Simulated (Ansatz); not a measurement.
Geometry relaxation, with input and output: C (part 2 of 2)

The same run, continued: C (2 atoms in the cell); DFT PBE+D3(BJ), scalar-relativistic, plane waves, PAW, PAW set soft_1, no spin polarisation (Ansatz 0.2.0); cutoff 420 eV, 14×14×14 k-mesh, Gaussian smearing of 0.02 eV. The structure derives from an entry of the Crystallography Open Database.

Geometry of the input (Å; fractional positions):
```
0.0000  2.1270  3.3480
1.2280  0.0000  3.3480
1.2280  2.1270  0.0000
C  0.1667  0.8333  0.1667
C  0.8333  0.1667  0.8333
```

## What the program printed, continued
```
SCF iter   1: F=—  HF=-502.167950 eV  |F-HF|=—  |Δ(HF+E_count)|=         —  Δρ=1.56e-4  dr2=5.95e-6  ethr=9.51e-8  ⟨swp⟩=2.0  Hψ=31107  notcnv=0
preconditioner: auto → none  [insulator: Δε(μ)=0.418 eV  Ē_g=18.366 eV  σ=0.020 eV  W_gap=1.00  n_scr=2 (ndim 8)  ℏωp=24.8 eV  f_vac=0.009  D(μ)=0.00/eV (n_scr^D=0)  ε∞_Penn≈2.8]
SCF iter   2: F=—  HF=-502.167951 eV  |F-HF|=—  |Δ(HF+E_count)|=   1.67e-6  Δρ=7.16e-5  dr2=1.19e-6  ethr=7.44e-8  ⟨swp⟩=1.9  Hψ=4542  notcnv=0
iter 3 did not close the SCF: its close was put off for the readings that it lacked (scf_convergence_deferred on its scf_iter line)
SCF iter   3: F=-502.167951 eV  HF=-502.167951 eV  |F-HF|=5.56e-9  |Δ(HF+E_count)|=   2.01e-7  Δρ=7.84e-6  dr2=6.02e-9  ethr=1.49e-8  ⟨swp⟩=2.8  Hψ=5157  notcnv=0
iter 4 did not close the SCF: its close was put off for the readings that it lacked (scf_convergence_deferred on its scf_iter line)
SCF iter   4: F=-502.167951 eV  HF=-502.167951 eV  |F-HF|=2.70e-11  |Δ(HF+E_count)|=   5.74e-9  Δρ=3.54e-7  dr2=8.12e-12  ethr=7.52e-11  ⟨swp⟩=2.6  Hψ=4786  notcnv=0
iter 5 did not close the SCF: its close was put off for the readings that it lacked (scf_convergence_deferred on its scf_iter line)
SCF iter   5: F=-502.167951 eV  HF=-502.167951 eV  |F-HF|=1.14e-12  |Δ(HF+E_count)|=  3.55e-11  Δρ=6.66e-8  dr2=3.07e-13  ethr=1.00e-12  ⟨swp⟩=1.9  Hψ=4097  notcnv=0
iter 6 did not close the SCF: its close was put off for the readings that it lacked (scf_convergence_deferred on its scf_iter line)
SCF iter   6: F=-502.167951 eV  HF=-502.167951 eV  |F-HF|=0.00e0  |Δ(HF+E_count)|=  1.36e-12  Δρ=3.15e-9  dr2=7.62e-16  ethr=1.00e-12  ⟨swp⟩=1.0  Hψ=3424  notcnv=0
SCF iter   7: F=-502.167951 eV  HF=-502.167951 eV  |F-HF|=1.14e-13  |Δ(HF+E_count)|=  1.14e-13  Δρ=2.50e-9  dr2=7.83e-16  ethr=1.00e-12  ⟨swp⟩=3.3  Hψ=11789  notcnv=0
SCF 7 converged in 7 iterations: F = -502.167951 eV  dr2 = 7.83e-16
relax step   7: F+E_penalty+E_count = -502.16795099 eV  Δ(F+E_penalty+E_count) = +4.772e-5 eV  max|allowed force component| = 3.952e-4 eV/Å  Δτ_max = 0.0000 Å  P = +0.001 GPa  Ω = 17.905 Å³  energy of the carried Pulay correction = -5.222e-5 eV  (7 SCF iters, accepted)
iter 1 solved again at ethr=7.08e-8 eV; its pass at ethr=3.10e-3 eV (dr2=5.66e-6 eV) is discarded
SCF iter   1: F=—  HF=-502.168009 eV  |F-HF|=—  |Δ(HF+E_count)|=         —  Δρ=8.67e-6  dr2=1.35e-9  ethr=7.08e-8  ⟨swp⟩=3.4  Hψ=33407  notcnv=0
eigensolver tolerance schedule: the retry pair's looser diagonalisation over-reported the residual by 4195.85 of it (diagonalisation noise at 0.11 of the residual, at the tolerance the schedule requests for it); recorded, not acted on — ethr = c·dr2/N_el stays at c = 1.0e-1
preconditioner: auto → none  [insulator: Δε(μ)=0.419 eV  Ē_g=18.367 eV  σ=0.020 eV  W_gap=1.00  n_scr=2 (ndim 8)  ℏωp=24.8 eV  f_vac=0.009  D(μ)=0.00/eV (n_scr^D=0)  ε∞_Penn≈2.8]
SCF iter   2: F=—  HF=-502.168012 eV  |F-HF|=—  |Δ(HF+E_count)|=   3.21e-6  Δρ=4.30e-6  dr2=2.86e-10  ethr=1.69e-11  ⟨swp⟩=2.8  Hψ=5622  notcnv=0
iter 3 did not close the SCF: its close was put off for the readings that it lacked (scf_convergence_deferred on its scf_iter line)
SCF iter   3: F=-502.168012 eV  HF=-502.168012 eV  |F-HF|=1.42e-10  |Δ(HF+E_count)|=   2.06e-8  Δρ=4.19e-7  dr2=4.63e-12  ethr=3.57e-12  ⟨swp⟩=2.1  Hψ=5073  notcnv=0
iter 4 did not close the SCF: its close was put off for the readings that it lacked (scf_convergence_deferred on its scf_iter line)
SCF iter   4: F=-502.168012 eV  HF=-502.168012 eV  |F-HF|=1.08e-12  |Δ(HF+E_count)|=  1.43e-10  Δρ=4.23e-8  dr2=2.75e-13  ethr=1.00e-12  ⟨swp⟩=1.0  Hψ=3443  notcnv=0
iter 5 did not close the SCF: its close was put off for the readings that it lacked (scf_convergence_deferred on its scf_iter line)
SCF iter   5: F=-502.168012 eV  HF=-502.168012 eV  |F-HF|=5.68e-14  |Δ(HF+E_count)|=  1.14e-12  Δρ=4.83e-9  dr2=2.66e-15  ethr=1.00e-12  ⟨swp⟩=1.0  Hψ=3424  notcnv=0
iter 6 did not close the SCF: its close was put off for the readings that it lacked (scf_convergence_deferred on its scf_iter line)
SCF iter   6: F=-502.168012 eV  HF=-502.168012 eV  |F-HF|=0.00e0  |Δ(HF+E_count)|=  1.71e-13  Δρ=1.35e-9  dr2=2.11e-16  ethr=1.00e-12  ⟨swp⟩=1.0  Hψ=3424  notcnv=0
SCF iter   7: F=-502.168012 eV  HF=-502.168012 eV  |F-HF|=1.14e-13  |Δ(HF+E_count)|=    0.00e0  Δρ=3.64e-10  dr2=2.21e-17  ethr=1.00e-12  ⟨swp⟩=2.3  Hψ=9953  notcnv=0
SCF 8 converged in 7 iterations: F = -502.168012 eV  dr2 = 2.21e-17
relax step   8: F+E_penalty+E_count = -502.16801215 eV  Δ(F+E_penalty+E_count) = -6.116e-5 eV  max|allowed force component| = 3.921e-4 eV/Å  Δτ_max = 0.0000 Å  P = +0.003 GPa  Ω = 17.905 Å³  stress off target by 1.30e-2 GPa  SCF on the basis re-selected at this cell (its energy is not comparable with the rows above)  (7 SCF iters)
```

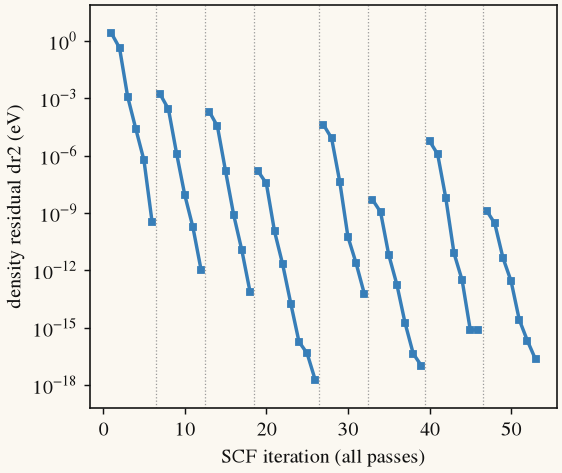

*Convergence of the self-consistent field: density residual dr2 against the SCF iteration. The dotted lines part the SCF passes of the relaxation: geometry steps, rejected trials and re-solves on a re-selected basis.*

The 8 passes take 6 to 8 iterations each, 53 in all.

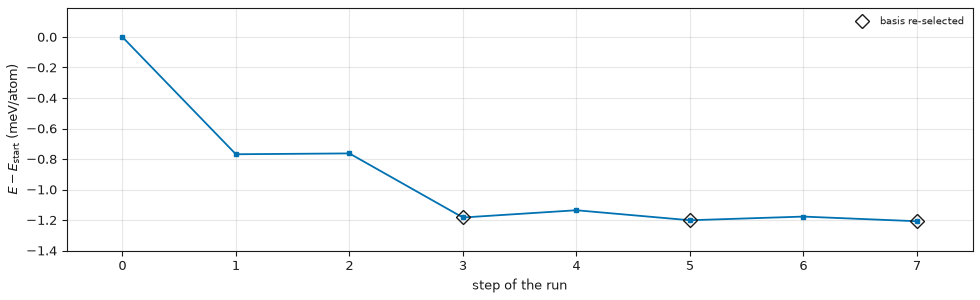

*Progress of the relaxation, step by step (the first geometry is step 0 here and step 1 in the log).*

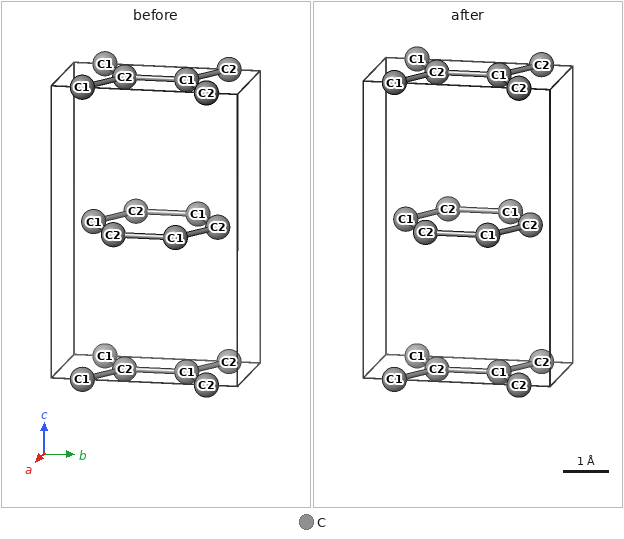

*Before (left) and after (right) the relaxation, at one scale (ball-and-stick view of the cell 4 times as large as that of the calculation, set on its symmetry axes, seen slightly off an axis).*

Over 4 geometry steps the energy falls by 1.2 meV per atom. Largest force component: 0.031 eV/Å at the start, 0.00039 eV/Å at the end. Pressure: 3.37 GPa at the start and 0.00 GPa at the end. 2 further SCFs at an unchanged geometry re-selected the plane-wave basis for the new cell. No atom moves by more than 0.005 Å relative to the cell. Cell: a 2.456 → 2.465 Å (+0.4 %), b 4.254 → 4.269 Å (+0.4 %), c 6.696 → 6.806 Å (+1.6 %). Volume +2.4 %. Among the contacts that change: C1–C2 1.418 → 1.423 Å. The space group stays Fmmm (No. 69). The energy change given includes the shifts at the re-selections in mid-walk, which come without any move. A last SCF at the same geometry on a re-selected plane-wave basis shifts the energy by next to nothing (0.0 meV per atom). (Atoms are counted from 1 in the order of the input.)

```
basis re-selected at this cell: Δ(F+E_penalty+E_count) = -6.116e-5 eV, ΔP = +0.002 GPa vs the last step (what re-selecting the basis moved, of the pressure what is left beyond the Pulay correction that the steps carried, after the strain that the cell walked since its last selection, with what the two solves' SCF thresholds leave and, on support functions, any second-order correction that the steps lacked; it is no measure of the basis error at this ecutwfc). This SCF's stress stands 1.30e-2 GPa from its target on what of the cell is left free (relax.cell.stress_tol is 5.00e-2 GPa) and its largest allowed force component is 3.92e-4 eV/Å (relax.f_tol is 5.00e-3 eV/Å): within both
SCF converged after 7 iterations
Free energy (F): -502.168012 eV
Harris-Foulkes:  -502.168012 eV  (|F-HF|=1.14e-13)
Internal energy: -502.168012 eV  (E = F + TS)
E sigma→0 (E₀):  -502.168012 eV
Fermi energy:    7.104708 eV
--- Per-component energies (eV) ---
  E_band       = -18.252421
  E_kinetic    = 177.140576
  E_local      = -300.774071  (includes V_loc(G=0)·N_el)
  E_nonlocal   = 46.888892
  E_hartree    = 94.948791
  E_xc         = -93.959458
  E_vxc        = -115.716354  (∫ρ·V_xc dr)
  E_paw        = -200.202711  (= ΣΔE_a)
  E_vpaw       = -15.689079  (= ΣTr[D̂ρ^β])
  E_aug_tail   = 0.000032  (compensation charges beyond the density's cutoff)
  E_ewald      = -225.902626
  E_disp       = -0.307438  (pairwise vdW)
  E_smearing   = -0.000000  (= −TS)
  E_closure    = 0.000000  (closes the sum)
  Σ components = -502.168012   (vs F -502.168012, Δ=0.00e0)
--- Forces (eV/Å), atoms counted from 1 ---
  atom   1  C      0.00000000     0.00039213     0.00000000
  atom   2  C      0.00000000    -0.00039213     0.00000000
  max |Σ_I F_I| component: 0.00e0 eV/Å
--- Stress (GPa, compression-positive) ---
        0.000038       0.000000       0.000000
        0.000000      -0.004988       0.000000
        0.000000       0.000000       0.012983
  P = ⅓ Tr σ = 0.0027 GPa (0.027 kbar)
--- Band table (eV; the first three rows and the last of 428) ---
  k-point 0: bands = ["-12.7972", "0.2133", "3.8397", "3.8463", "11.0212", "15.1897", "15.2710", "18.2231"]
  k-point 1: bands = ["-12.6725", "0.3240", "3.3630", "3.5871", "11.2289", "15.3027", "15.7283", "17.7816"]
  k-point 2: bands = ["-12.2997", "0.6575", "2.1006", "2.9561", "11.8458", "15.3035", "16.5717", "17.1276"]
  k-point 427: bands = ["-12.5281", "-1.6152", "3.8147", "3.8505", "15.1796", "15.2215", "17.0673", "18.3496"]
--- Relaxed structure (5 steps of the walk, 5 accepted, 3 SCFs on fresh bases) ---
  F+E_penalty+E_count = -502.16801215 eV   max|allowed force component| = 3.921e-4 eV/Å   (the final SCF, on the basis selected at the relaxed cell)
  cell:  # Å, volume = 17.9055 Å³
    - [0.0, 2.134549826998202, 3.4030701021527374]
    - [1.2324752580208873, 0.0, 3.4030701021527374]
    - [1.2324752580208873, 2.134549826998202, 0.0]
  atoms:
    - { symbol: C, position: [0.16673060206459567, 0.8332693979354043, 0.16673060206459567] }
    - { symbol: C, position: [0.8332693979354044, 0.16673060206459556, 0.8332693979354044] }
```

## Trajectory as extended XYZ (Å, eV, eV/Å), 8 frames, from step=1 to step=8
```
2
Lattice="0.0000 2.1270 3.3480 1.2280 0.0000 3.3480 1.2280 2.1270 0.0000" Properties=species:S:1:pos:R:3:forces:R:3 step=1 energy=-502.16560 pressure_GPa=3.37
C     1.2280    0.7090    3.3480    0.0000   0.0311   0.0000
C     1.2280    3.5450    3.3480    0.0000  -0.0311   0.0000
2
Lattice="0.0000 2.1323 3.3784 1.2312 0.0000 3.3784 1.2312 2.1323 0.0000" Properties=species:S:1:pos:R:3:forces:R:3 step=2 energy=-502.16713 pressure_GPa=0.92
C     1.2312    0.7109    3.3784    0.0000   0.0144   0.0000
C     1.2312    3.5536    3.3784    0.0000  -0.0144   0.0000
2
Lattice="0.0000 2.1344 3.3886 1.2324 0.0000 3.3886 1.2324 2.1344 0.0000" Properties=species:S:1:pos:R:3:forces:R:3 step=3 energy=-502.16712 pressure_GPa=0.02
C     1.2324    0.7117    3.3886    0.0000   0.0035   0.0000
C     1.2324    3.5571    3.3886    0.0000  -0.0035   0.0000
2
Lattice="0.0000 2.1344 3.3886 1.2324 0.0000 3.3886 1.2324 2.1344 0.0000" Properties=species:S:1:pos:R:3:forces:R:3 step=4 energy=-502.16796 pressure_GPa=0.09
C     1.2324    0.7117    3.3886    0.0000   0.0035   0.0000
C     1.2324    3.5571    3.3886    0.0000  -0.0035   0.0000
2
Lattice="0.0000 2.1346 3.3987 1.2325 0.0000 3.3987 1.2325 2.1346 0.0000" Properties=species:S:1:pos:R:3:forces:R:3 step=5 energy=-502.16787 pressure_GPa=-0.01
C     1.2325    0.7118    3.3987    0.0000  -0.0003   0.0000
C     1.2325    3.5573    3.3987    0.0000   0.0003   0.0000
2
Lattice="0.0000 2.1346 3.3987 1.2325 0.0000 3.3987 1.2325 2.1346 0.0000" Properties=species:S:1:pos:R:3:forces:R:3 step=6 energy=-502.16800 pressure_GPa=-0.00
C     1.2325    0.7118    3.3987    0.0000  -0.0003   0.0000
C     1.2325    3.5573    3.3987    0.0000   0.0003   0.0000
2
Lattice="0.0000 2.1345 3.4031 1.2325 0.0000 3.4031 1.2325 2.1345 0.0000" Properties=species:S:1:pos:R:3:forces:R:3 step=7 energy=-502.16795 pressure_GPa=0.00
C     1.2325    0.7118    3.4031    0.0000   0.0004   0.0000
C     1.2325    3.5573    3.4031    0.0000  -0.0004   0.0000
2
Lattice="0.0000 2.1345 3.4031 1.2325 0.0000 3.4031 1.2325 2.1345 0.0000" Properties=species:S:1:pos:R:3:forces:R:3 step=8 energy=-502.16801 pressure_GPa=0.00
C     1.2325    0.7118    3.4031    0.0000   0.0004   0.0000
C     1.2325    3.5573    3.4031    0.0000  -0.0004   0.0000
```

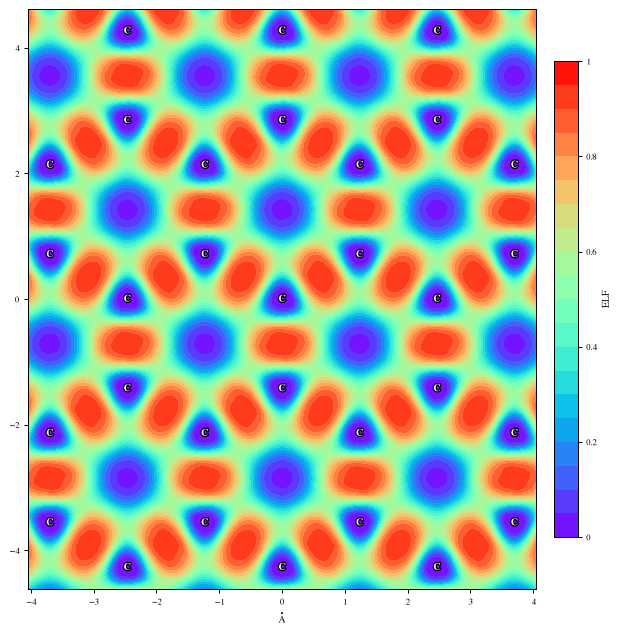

*Electron localisation function on the (001) plane of the conventional cell.*

Core electrons are frozen (PAW), so the fields are smoothed inside the atomic spheres.

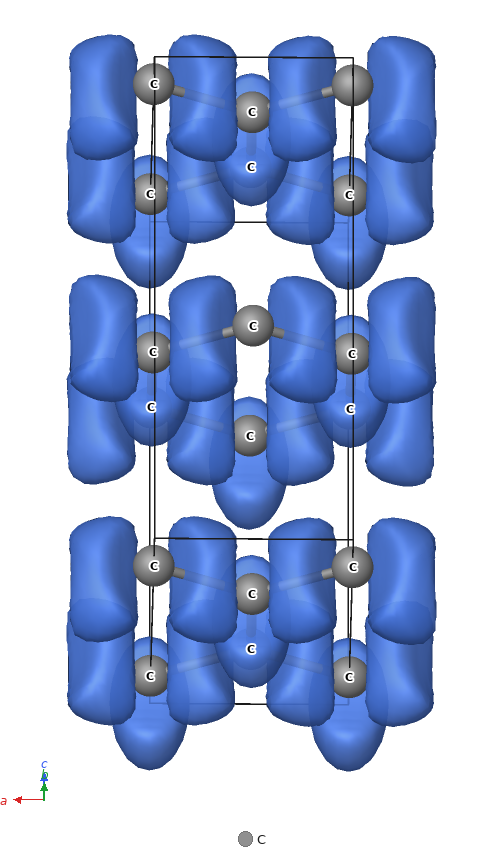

*Isosurface of the electron localisation function at 0.7 (blue), seen at an oblique angle. Only the valence region is drawn (cores and ρ < 0.01 e/Å³ removed). Sticks mark near contacts. The outline is the cell set on symmetry axes.*

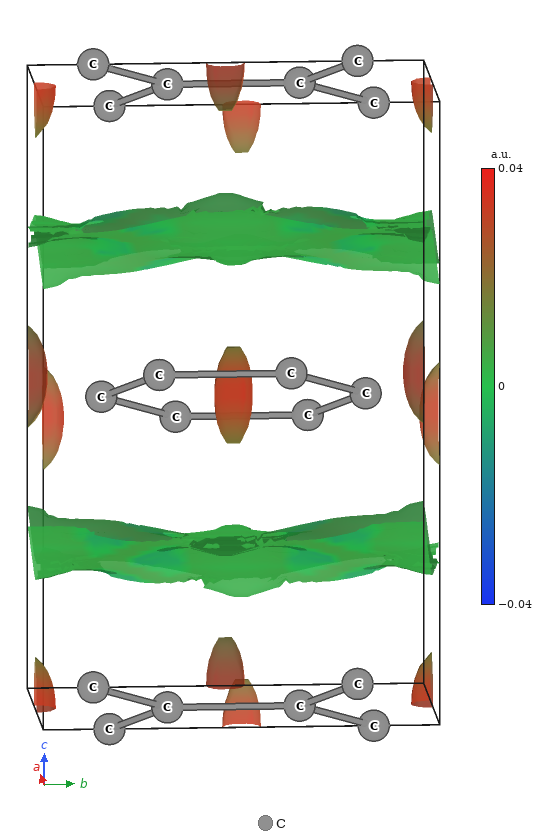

*Non-covalent interaction (NCI) plot: the surface where the reduced density gradient is 0.5, for densities under 0.05 a.u., coloured by sign(λ₂)ρ; seen at an oblique angle. The outline is the cell set on symmetry axes.*

Sheets between layers or molecules: weak, van der Waals-like contact (green) (×2)

## Summary

```tsv
quantity	value
outcome	converged
space group (tolerance 0.01 Å)	Fmmm (69)
electrons treated	8
free energy	−502.1680 eV
Fermi energy	7.105 eV
gap on the k-point mesh	0.42 eV
pressure	0.00 GPa
final volume	17.91 Å³
largest force (length of the vector) at the end	under 0.001 eV/Å
final cell	a = 4.017 Å, b = 3.619 Å, c = 2.465 Å, α = 80.20°, β = 62.60°, γ = 37.20°
hardware	4 threads of Arm Neoverse V1, 24 GiB of memory available, shared host
wall time	13 s (CPU time 51 s)
peak memory	0.37 GiB
```
